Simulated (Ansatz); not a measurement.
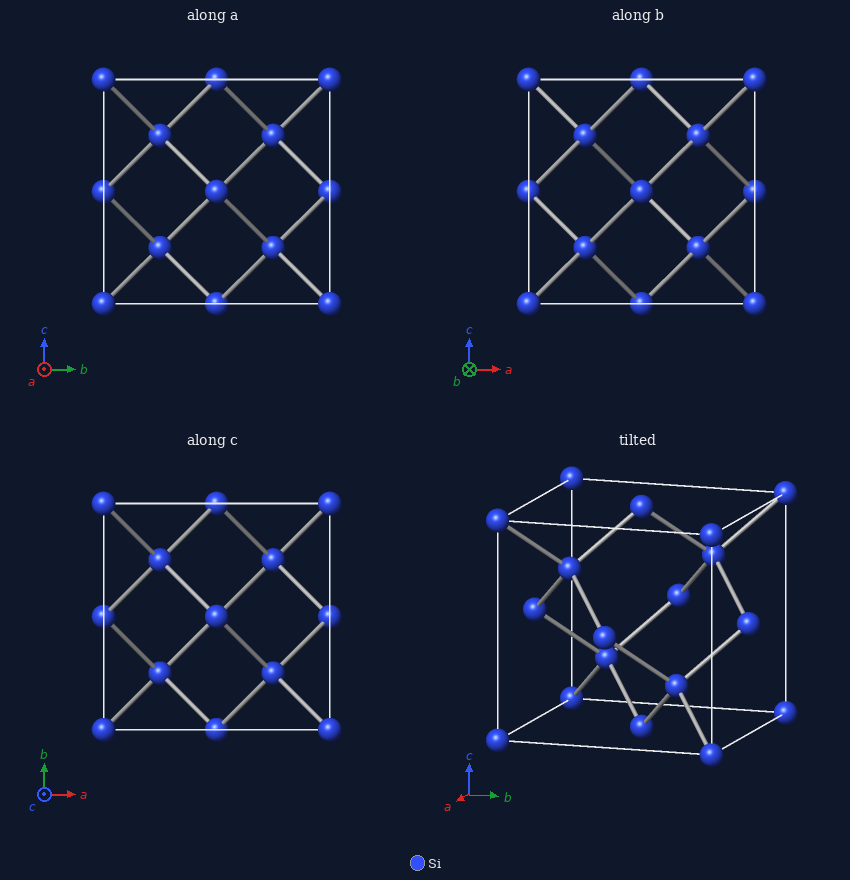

Ball-and-stick representation of a periodic structure, projected along the a axis, along the b axis, along the c axis and slightly off an axis. The wireframe shows the drawn cell (a repeat of the simulation cell).

Lattice parameters: a = 5.4442 Å, b = 5.4442 Å, c = 5.3980 Å, α = 90.000°, β = 90.000°, γ = 90.000°.

**Reconstruct the structure as a CIF in P1 with every atom of the cell.**

```cif
data_structure
_symmetry_space_group_name_H-M 'P 1'
_symmetry_Int_Tables_number 1
_cell_length_a 5.4442
_cell_length_b 5.4442
_cell_length_c 5.3980
_cell_angle_alpha 90.000
_cell_angle_beta 90.000
_cell_angle_gamma 90.000
_cell_volume 159.99
loop_
_atom_site_label
_atom_site_type_symbol
_atom_site_fract_x
_atom_site_fract_y
_atom_site_fract_z
_atom_site_occupancy
Si1 Si 0.0000 0.0000 0.0000 1
Si2 Si 0.2500 0.2500 0.2500 1
Si3 Si 0.5000 0.5000 0.0000 1
Si4 Si 0.7500 0.7500 0.2500 1
Si5 Si 0.5000 0.0000 0.5000 1
Si6 Si 0.7500 0.2500 0.7500 1
Si7 Si 0.0000 0.5000 0.5000 1
Si8 Si 0.2500 0.7500 0.7500 1
```

The model was built from a structure type filled with this element by a generator (whether the element takes this form wasn't checked). The cell was then strained or its atoms displaced on purpose. It was run through Ansatz as a DFT input.
